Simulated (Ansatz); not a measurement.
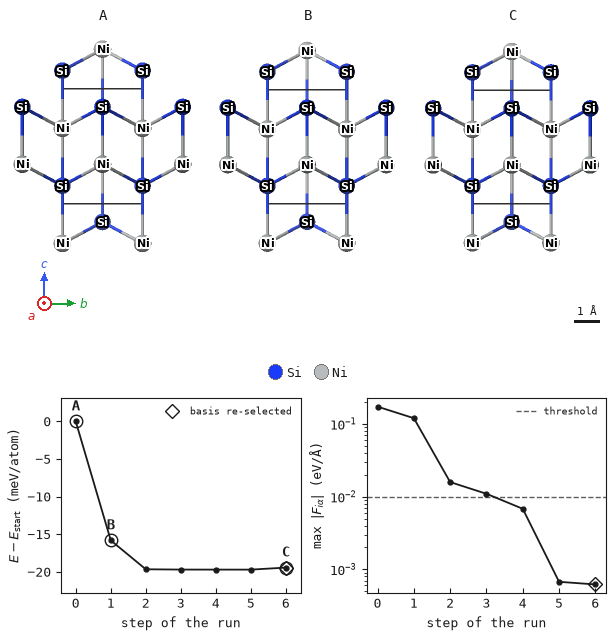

Frames of a relaxation of a crystal of SiNi (set up in Pmmn), marked on the history of the run. A ball-and-stick model of the cell of the calculation, seen along the a axis.

Case: relaxed functional: LDA.

Method: Ansatz, DFT LDA, scalar-relativistic, plane waves, PAW. Set-up: plane-wave cutoff 420 eV; k-point mesh 14 × 12 × 10; occupations gaussian; smearing width 0.1 eV; no spin polarisation; cell and atoms relaxed; force threshold 0.01 eV/Å; at most 60 steps.

Q: Describe the path.

A: After 5 accepted moves (6 points after the start) the energy has fallen by 19.4 meV per atom. Largest force component: 0.17 eV/Å at the start, 0.00062 eV/Å at the end. Pressure: −9.89 GPa at the start and −0.02 GPa at the end. At 1 point the geometry stayed and the basis and grid were re-selected for the new cell (energy shift of 0.3 meV per atom at most each time). The largest moves relative to the cell, 0.005 Å, are those of Ni atoms. By element the largest moves are Ni 0.005 Å, Si 0.004 Å. The volume changes by −5.1 %, with a 3.027 → 2.978 Å (−1.6 %), b 3.273 → 3.206 Å (−2.1 %), c 4.698 → 4.629 Å (−1.5 %). Some distances before and after: Ni–Si 2.395 → 2.348 Å, Ni–Si 2.358 → 2.322 Å, Ni–Si 2.340 → 2.307 Å. The space group stays Pmmn (No. 59). From step 0 to 1: volume −3.0 %, energy −15.8 meV per atom. From step 1 to 6: volume −2.1 %, energy −3.6 meV per atom.

```tsv
step	E − E(0), meV/atom	largest force component, eV/Å	pressure, GPa	volume, Å³/atom	note
0	0.00	0.1734	-9.89	11.636	
1	-15.81	0.1203	-4.50	11.288	
2	-19.65	0.0159	0.48	11.021	
3	-19.69	0.0110	0.01	11.046	
4	-19.69	0.0068	0.00	11.045	
5	-19.69	0.0007	0.00	11.047	
6	-19.42	0.0006	-0.02	11.047	same geometry, new basis
```

Limits of the set-up: an element that often carries a moment was run without spin polarisation.
